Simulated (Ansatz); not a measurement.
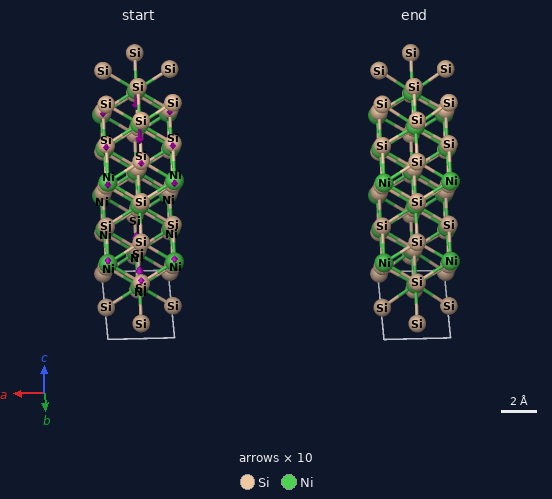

The structure of a slab of composition Si12Ni5 (cut from the Fm-3m phase) before (left) and after (right) a relaxation, at one scale. The purple arrows give the displacements, magnified 10 times.

Style: ball-and-stick. Shown: the 1 × 2 repeat of the cell, outlined in the plane, without the vacuum, from a free direction.

Case: (1 0 0) slab, atoms relaxed. The slab is the (1 0 0) face of Si2Ni.

These are results of Ansatz 0.2.0, DFT PBEsol, scalar-relativistic, plane waves, PAW, not measurements. (plane-wave cutoff 420 eV; k-point mesh 9 × 9 × 1; occupations gaussian; smearing width 0.1 eV; no spin polarisation; dipole correction; atoms relaxed in a fixed cell; force threshold 0.02 eV/Å; at most 60 steps)

Summarise the run.

The largest moves, 0.14 Å, are those of Ni atoms. Largest moves by element: Ni 0.14 Å, Si 0.04 Å. The lattice vectors keep their values. Near-neighbour distances that change, for instance: Ni–Si 2.335 → 2.422 Å, Ni–Si 2.335 → 2.278 Å, Ni–Si 2.335 → 2.313 Å. Among the angles between lasting bonds that change: Ni–Si–Ni 109.5° → 103.8°, Ni–Si–Ni 109.5° → 113.6°. After 4 geometry steps the energy has fallen by 0.165 eV per cell of the calculation. Largest force component: 1.2 eV/Å at the start, 0.00082 eV/Å at the end.

Limits of the set-up: an element that often carries a moment was run without spin polarisation.
